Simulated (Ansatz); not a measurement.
B₄P₅ (distorted or defective cell)

Input

```
crystal:
  lattice:
    - [0.0, 4.5481927936, 0.0]
    - [-4.5481927936, 0.0, 0.0]
    - [0.0, 0.0, 4.5481927936]
  atoms:
    - { symbol: B, position: [0.5, 1.0, 0.5], spin: 0.125 }
    - { symbol: B, position: [0.0, 0.5, 0.5], spin: 0.125 }
    - { symbol: B, position: [0.5, 0.5, 0.0], spin: 0.125 }
    - { symbol: B, position: [0.0, 1.0, 0.0] }
    - { symbol: P, position: [0.25, 0.75, 0.25], spin: 0.125 }
    - { symbol: P, position: [0.75, 0.25, 0.25], spin: 0.125 }
    - { symbol: P, position: [0.25, 0.25, 0.75], spin: 0.125 }
    - { symbol: P, position: [0.75, 0.75, 0.75], spin: 0.125 }
    - { symbol: P, position: [0.5, 0.5, 0.5], spin: 0.125 }
  host:
    lattice:
      - [0.0, 2.2740963968, 2.2740963968]
      - [2.2740963968, 0.0, 2.2740963968]
      - [2.2740963968, 2.2740963968, 0.0]
    atoms:
      - { symbol: B, position: [0.0, 0.0, 0.0] }
      - { symbol: P, position: [0.25, 0.25, 0.25] }
basis:
  ecutwfc: 420
  xc_grid: 2
kpoints:
  mp_grid: { grid: [3, 3, 3], shift: [0.0, 0.0, 0.0] }
hamiltonian:
  xc: pbe
scf:
  occupations: { method: gaussian, width: 0.01 }
output:
  forces: true
  stress: false
  eigenvalues: true
  populations: true
  charged_corrections:
    defect_position: [0.5, 0.5, 0.5]
    epsilon: [[9.2563, 0.0, 0.0], [0.0, 9.2563, 0.0], [0.0, 0.0, 9.2563]]
  write_density: true
  write_potential: true
  elf: true
  volumetric_format: npy
magnetization:
  spin_polarized: true
relax:
  adjacent_minimum: "off"
  f_tol: 0.025
  max_steps: 45
```

Launched as:

```sh
ansatz run input.yaml --threads 4 --pin off --max-ram 10240MiB --backend cpu --events-out ev --progress --plain --runs-dir out
```

The fields are those of the relaxed geometry.

The program warned that a starting moment wasn't kept; spin-polarised, but the moments vanished.

Computed with DFT PBE, scalar-relativistic, plane waves, PAW (Ansatz).

Core electrons are frozen (PAW), and the valence fields are smoothed inside the atomic spheres.

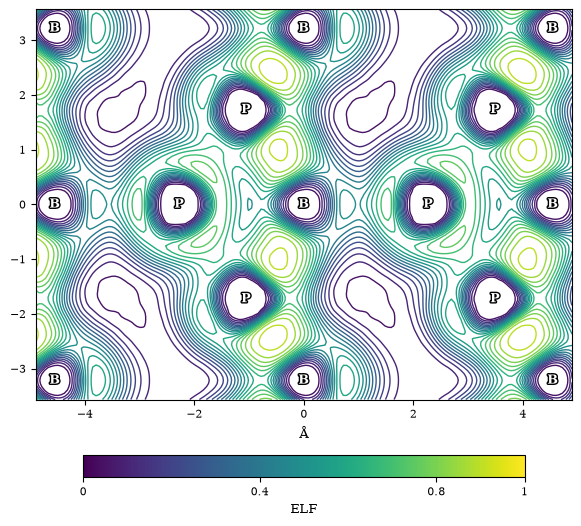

Figure 1. Electron localisation function on the (11̄0) plane of the calculation cell.

**Describe what can be read from this map.**

The section cuts through B and P sites.
B–P (1.82 Å): the ELF peaks at about 0.95 between the atoms.
P–P (2.12 Å): the ELF peaks at about 0.75 between the atoms.
B–P (2.02 Å): the ELF peaks at about 0.90 between the atoms.

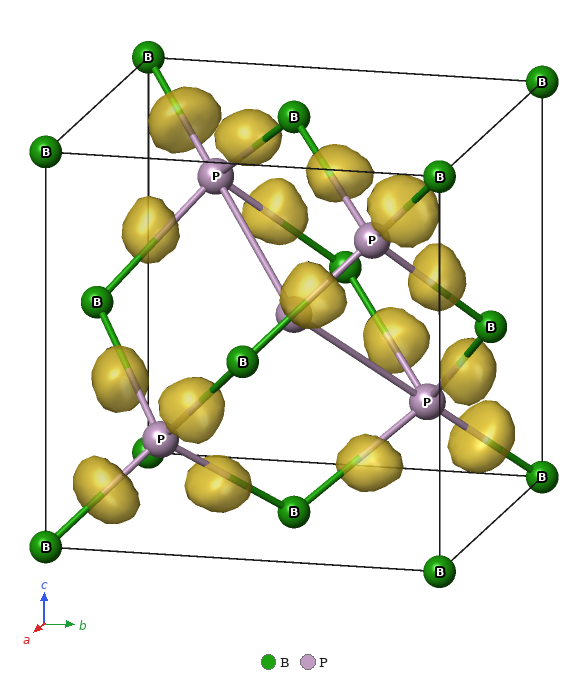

Figure 2. Isosurface of the electron localisation function at 0.85 (yellow), seen slightly off an axis. Only the valence region is drawn (cores and ρ < 0.01 e/Å³ removed). Sticks mark near contacts.

**Where are the electrons localised?**

The ELF exceeds this value in 16 regions between bonded B–P atoms, counted in one cell of 9 atoms. Regions shared between cells count once.

**Metal or insulator at this level of theory?**

It is gapless in this calculation (a metal or semimetal).
